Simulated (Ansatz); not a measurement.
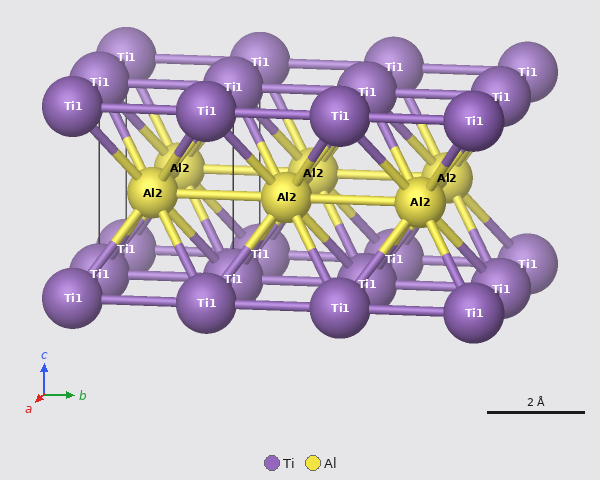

Figure 1. The structure as given in the input (ball-and-stick view of the cell of the calculation, repeated 2 × 3 × 1, seen slightly off an axis; atoms are numbered from 1 in the order of the input). An atom can appear more than once, as a periodic image. Near neighbours in the periodic cell (some may lie outside the picture): Ti has 8 Al at 2.85 Å and 4 Ti at 2.84 Å; Al has 4 Al at 2.84 Å and 8 Ti at 2.85 Å.

# TiAl: one change and its effect

System: TiAl (P4/mmm, 2 atoms in the cell).
Method of the first run: DFT, LDA, PAW with Ansatz's default frozen-core files, scalar-relativistic, no spin polarisation (Ansatz 0.2.0).

The structure derives from an entry of the Crystallography Open Database. Text and figures count atoms from 1; the logs count them from 0 in places.

**The input, the first run**
```yaml
crystal:
  lattice:
    - [2.8373, 0.0, 0.0]
    - [0.0, 2.8373, 0.0]
    - [0.0, 0.0, 4.0591]
  atoms:
    - { symbol: Ti, position: [0.0, 0.0, 0.0] }
    - { symbol: Al, position: [0.5, 0.5, 0.5] }
kpoints:
  mp_grid: { grid: [12, 12, 8] }
  band_path:
    path:
      - [0.0, 0.0, 0.0]
      - [0.0, 0.5, 0.0]
      - [0.5, 0.5, 0.0]
      - [0.0, 0.0, 0.0]
      - [0.0, 0.0, 0.5]
      - [0.0, 0.5, 0.5]
      - [0.5, 0.5, 0.5]
      - [0.0, 0.0, 0.5]
      - [0.0, 0.5, 0.0]
    npoints: 5
scf:
  occupations: { method: fermi_dirac, width: 0.05 }
hamiltonian:
  xc: lda
  pseudopotentials: { kind: paw }
output:
  forces: true
  stress: true
  eigenvalues: true
  efg: { contact_densities: true }
```

Launched with:
```bash
ansatz run input.yaml --threads 1 --pin off --max-ram 2048MiB --backend cpu --events-out ev --progress --plain --runs-dir out
```

Hardware: 1 thread of Arm Neoverse V1, 24 GiB of memory available, shared host.

**Output, shortened to warnings, some set-up lines, iterations and results (the first run)**
```
Basis set: ecut = 420 eV, 657 PW (Γ)
Symmetry: 16 space group operations
k-points: 140 of 1152
Initial density: superposition of atomic densities (neutral atoms: chi_scale 0, normalization atom), corrected by the library's trained network
[...]
SCF iter   1: F=—  HF=-2963.985230 eV  |F-HF|=—  |Δ(HF+E_count)|=         —  Δρ=4.91e-3  dr2=8.89e-3  ethr=1.77e-3  ⟨swp⟩=5.0  Hψ=8585  notcnv=0
SCF iter   2: F=—  HF=-2963.984454 eV  |F-HF|=—  |Δ(HF+E_count)|=   7.76e-4  Δρ=3.24e-3  dr2=5.55e-3  ethr=5.92e-5  ⟨swp⟩=1.8  Hψ=2999  notcnv=0
SCF iter   3: F=—  HF=-2963.983418 eV  |F-HF|=—  |Δ(HF+E_count)|=   1.04e-3  Δρ=3.21e-4  dr2=1.81e-5  ethr=3.70e-5  ⟨swp⟩=1.7  Hψ=1859  notcnv=0
SCF iter   4: F=—  HF=-2963.983423 eV  |F-HF|=—  |Δ(HF+E_count)|=   5.16e-6  Δρ=7.03e-5  dr2=2.00e-6  ethr=1.21e-7  ⟨swp⟩=2.4  Hψ=2521  notcnv=0
SCF iter   5: F=-2963.983423 eV  HF=-2963.983423 eV  |F-HF|=2.86e-8  |Δ(HF+E_count)|=   1.34e-7  Δρ=1.86e-5  dr2=8.59e-8  ethr=1.33e-8  ⟨swp⟩=2.3  Hψ=2098  notcnv=0
SCF iter   6: F=-2963.983423 eV  HF=-2963.983423 eV  |F-HF|=3.97e-10  |Δ(HF+E_count)|=   3.00e-9  Δρ=1.56e-6  dr2=8.59e-10  ethr=5.72e-10  ⟨swp⟩=2.2  Hψ=5618  notcnv=0
SCF 1 converged in 6 iterations: F = -2963.983423 eV  dr2 = 8.59e-10
NSCF: frozen V_eff on 41 k-points
SCF converged after 6 iterations
Free energy (F): -2963.983423 eV
Harris-Foulkes:  -2963.983423 eV  (|F-HF|=3.97e-10)
Internal energy: -2963.969100 eV  (E = F + TS)
E sigma→0 (E₀):  -2963.976261 eV
Entropy (-TS):   -0.014323 eV (-7.161 meV/atom)
Fermi energy:    10.601154 eV
--- Per-component energies (eV) ---
  E_band       = -167.462312
  E_kinetic    = 295.898295
  E_local      = -1083.108474  (includes V_loc(G=0)·N_el)
  E_nonlocal   = 23.619439
  E_hartree    = 461.769221
  E_xc         = -136.202451
  E_vxc        = -151.199252  (∫ρ·V_xc dr)
  E_paw        = -1442.746482  (= ΣΔE_a)
  E_vpaw       = -176.210311  (= ΣTr[D̂ρ^β])
  E_aug_tail   = 0.000097  (compensation charges beyond the density's cutoff)
  E_ewald      = -1083.580411
  E_core_change = 0.381667  (= ΣΔE_core)
  E_smearing   = -0.014323  (= −TS)
  E_closure    = 0.000000  (closes the sum)
  Σ components = -2963.983423   (vs F -2963.983423, Δ=0.00e0)
--- Forces (eV/Å), atoms counted from 1 ---
  atom   1  Ti     0.00000000    -0.00000000     0.00000000
  atom   2  Al     0.00000000     0.00000000     0.00000000
  max |Σ_I F_I| component: 7.40e-32 eV/Å
--- Stress (GPa, compression-positive) ---
       -7.556329       0.000000       0.000000
        0.000000      -7.556329       0.000000
        0.000000       0.000000      -6.918285
  P = ⅓ Tr σ = -7.3436 GPa (-73.436 kbar)
--- PAW observables at the nuclei: V_zz in 10²¹ V/m², potentials from the cell's mean, atoms counted from 1 ---
  atom   1  Ti V_zz =    +2.608761   η = 0.0000   by run symmetry: allowed
            electrostatic potential = -2529.318760 V   contact ρ = 56420.002896 e/Å³
  atom   2  Al V_zz =    -2.357123   η = 0.0000   by run symmetry: allowed
            electrostatic potential = -1233.135658 V   contact ρ = 9985.100631 e/Å³
```

The input of the second run differs as follows (lines with − go, lines with + come):
```diff
-  xc: lda
+  xc: pbesol
```

Predict how the results change.

The total energies belong to different methods, so their difference says nothing on which is more stable or more accurate. The pressure goes from −7.34 to −3.94 GPa. The functional changes from LDA to PBEsol. Along LDA, PBEsol, PBE and RPBE the binding weakens and the preferred volume grows, so the same cell is under more pressure with the later ones. The number of SCF iterations is the same.

**Output, shortened to warnings, some set-up lines, iterations and results (the second run)**
```
Basis set: ecut = 420 eV, 657 PW (Γ), exchange–correlation on 40×40×60 points (8 copies of the dense FFT grid, shifted against one another)
Symmetry: 16 space group operations
k-points: 140 of 1152
Initial density: superposition of atomic densities (neutral atoms: chi_scale 0, normalization atom), corrected by the library's trained network
[...]
SCF iter   1: F=—  HF=-2999.262351 eV  |F-HF|=—  |Δ(HF+E_count)|=         —  Δρ=4.23e-3  dr2=3.84e-3  ethr=1.77e-3  ⟨swp⟩=5.0  Hψ=8553  notcnv=0
SCF iter   2: F=—  HF=-2999.261292 eV  |F-HF|=—  |Δ(HF+E_count)|=   1.06e-3  Δρ=1.93e-3  dr2=1.10e-3  ethr=2.56e-5  ⟨swp⟩=2.9  Hψ=3993  notcnv=0  defer=2
SCF iter   3: F=—  HF=-2999.261020 eV  |F-HF|=—  |Δ(HF+E_count)|=   2.72e-4  Δρ=3.03e-4  dr2=2.26e-5  ethr=7.35e-6  ⟨swp⟩=2.3  Hψ=2589  notcnv=0  defer=2
SCF iter   4: F=—  HF=-2999.261000 eV  |F-HF|=—  |Δ(HF+E_count)|=   1.92e-5  Δρ=9.84e-5  dr2=2.75e-6  ethr=1.51e-7  ⟨swp⟩=2.2  Hψ=2340  notcnv=0  defer=2
SCF iter   5: F=-2999.261000 eV  HF=-2999.261000 eV  |F-HF|=6.98e-9  |Δ(HF+E_count)|=   2.79e-7  Δρ=1.79e-5  dr2=6.29e-8  ethr=1.84e-8  ⟨swp⟩=1.6  Hψ=1902  notcnv=0  defer=2
SCF iter   6: F=-2999.261000 eV  HF=-2999.261000 eV  |F-HF|=1.72e-10  |Δ(HF+E_count)|=   7.30e-9  Δρ=1.84e-6  dr2=4.69e-10  ethr=4.19e-10  ⟨swp⟩=2.1  Hψ=5264  notcnv=0
SCF 1 converged in 6 iterations: F = -2999.261000 eV  dr2 = 4.69e-10
NSCF: frozen V_eff on 41 k-points
SCF converged after 6 iterations
Free energy (F): -2999.261000 eV
Harris-Foulkes:  -2999.261000 eV  (|F-HF|=1.72e-10)
Internal energy: -2999.246995 eV  (E = F + TS)
E sigma→0 (E₀):  -2999.253997 eV
Entropy (-TS):   -0.014005 eV (-7.003 meV/atom)
Fermi energy:    10.776834 eV
--- Per-component energies (eV) ---
  E_band       = -166.480459
  E_kinetic    = 295.900038
  E_local      = -1078.941921  (includes V_loc(G=0)·N_el)
  E_nonlocal   = 20.371861
  E_hartree    = 460.971061
  E_xc         = -136.418265
  E_vxc        = -151.071231  (∫ρ·V_xc dr)
  E_paw        = -1477.707995  (= ΣΔE_a)
  E_vpaw       = -174.680945  (= ΣTr[D̂ρ^β])
  E_aug_tail   = 0.000112  (compensation charges beyond the density's cutoff)
  E_ewald      = -1083.580411
  E_core_change = 0.158523  (= ΣΔE_core)
  E_smearing   = -0.014005  (= −TS)
  E_closure    = 0.000000  (closes the sum)
  Σ components = -2999.261000   (vs F -2999.261000, Δ=0.00e0)
--- Forces (eV/Å), atoms counted from 1 ---
  atom   1  Ti     0.00000000     0.00000000     0.00000000
  atom   2  Al     0.00000000     0.00000000     0.00000000
  max |Σ_I F_I| component: 1.54e-31 eV/Å
--- Stress (GPa, compression-positive) ---
       -4.124746       0.000000       0.000000
        0.000000      -4.124746       0.000000
        0.000000       0.000000      -3.579350
  P = ⅓ Tr σ = -3.9429 GPa (-39.429 kbar)
--- PAW observables at the nuclei: V_zz in 10²¹ V/m², potentials from the cell's mean, atoms counted from 1 ---
  atom   1  Ti V_zz =    +2.556570   η = 0.0000   by run symmetry: allowed
            electrostatic potential = -2529.249749 V   contact ρ = 56639.371926 e/Å³
  atom   2  Al V_zz =    -2.289698   η = 0.0000   by run symmetry: allowed
            electrostatic potential = -1232.891285 V   contact ρ = 10043.244894 e/Å³
```

**The two runs side by side**

| quantity | the first run | the second run |
| --- | --- | --- |
| outcome | converged | converged |
| free energy per atom (eV) | −1481.9917 | −1499.6305 |
| energy per atom, smearing taken to zero (eV) | −1481.9881 | −1499.6270 |
| pressure (GPa) | −7.34 | −3.94 |
| largest force (eV/Å) | 0.000 | 0.000 |
| SCF iterations | 6 | 6 |
| irreducible k-points | 140 | 140 |
| plane waves at Γ | 657 | 657 |
| wall time (shared host) | 6.2 s | 7.1 s |

For the first run: The cell is under a tension of 7.3 GPa at this level, so it is not at its equilibrium volume.
